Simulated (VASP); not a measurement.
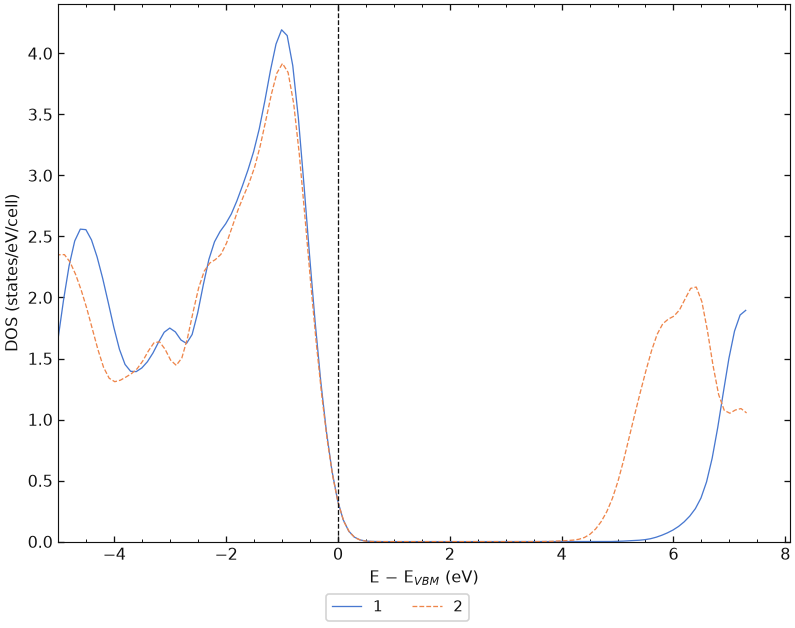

Total densities of states of wurtzite AlN, space group P6_3mc, 4 atoms in the cell (a = 3.113 Å, c = 4.982 Å (hexagonal axes)), by two methods on the same cell. The DOS curves are built from the levels of the k mesh with Gaussians 0.55 eV wide, which also blur the band edges; ripples of that width can come from the mesh. Each is counted from its own valence-band top.

> Which curve is which? The methods: TB-mBJ, PBEsol.

1 is TB-mBJ; 2 is PBEsol. TB-mBJ gives a gap of 5.35 eV and PBEsol gives a gap of 4.12 eV.

Settings. TB-mBJ: VASP PAW PBE potentials, release 64 (Al, N), no spin polarisation, no spin-orbit coupling, 9×9×6 k mesh, 520 eV cutoff, Gaussian smearing of 0.02 eV (VASP). PBEsol: VASP PAW PBE potentials, release 64 (Al, N), no spin polarisation, no spin-orbit coupling, 9×9×6 k mesh, 520 eV cutoff, Gaussian smearing of 0.02 eV (VASP 6.6.1).

Gaps are the smallest over all k points computed. The PAW data sets were made with another functional. The cell was derived from a database entry in an earlier step, so it needn't be the measured one. TB-mBJ: this is a model potential built to give gaps, with no total energy. LDA, GGA and most meta-GGA functionals understate gaps.
